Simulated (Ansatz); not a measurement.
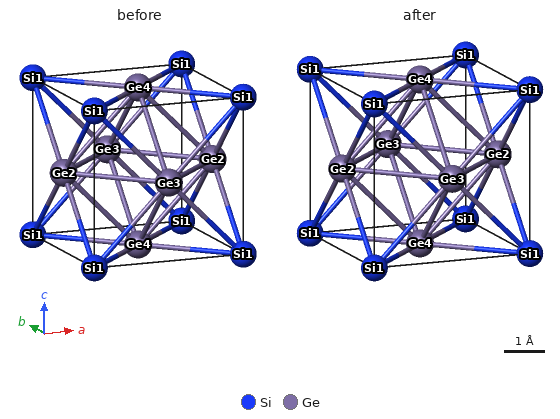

The structure of solid SiGe3 (built on the Cu3Au (L1_2)_221 type) (coarse preliminary run) before (left) and after (right) a relaxation, at one scale.

A ball-and-stick model of the cell of the calculation, seen slightly off an axis.

Case: Cu3Au (L1_2) type (Pm-3m, No. 221).

Computed with DFT PBE, scalar-relativistic, plane waves, PAW in Ansatz. (plane-wave cutoff 420 eV; k-point mesh 4 × 4 × 4; occupations gaussian; smearing width 0.1 eV; no spin polarisation; cell and atoms relaxed; force threshold 0.04 eV/Å; at most 70 steps)

Describe what moved and what it gained.

Answer. Over 2 accepted moves (3 points after the start) the energy falls by 0.306 eV per cell of the calculation. All forces vanish by symmetry, so only the cell relaxes. The pressure goes from 11.85 to −0.11 GPa. At 1 point the geometry stayed and the basis and grid were re-selected for the new cell (energy shift of 3.4 meV per cell of the calculation at most each time). No atom moves by more than 0.005 Å relative to the cell. Cell: a = b = c 4.053 → 4.231 Å (+4.4 %). Volume +13.8 %. Among the contacts that change: Si1–Ge2 2.866 → 2.992 Å, Ge2–Ge3 2.866 → 2.992 Å. The space group stays Pm-3m (No. 221).

Limits of the set-up: the k-point mesh is coarse for a cell with partly filled bands.
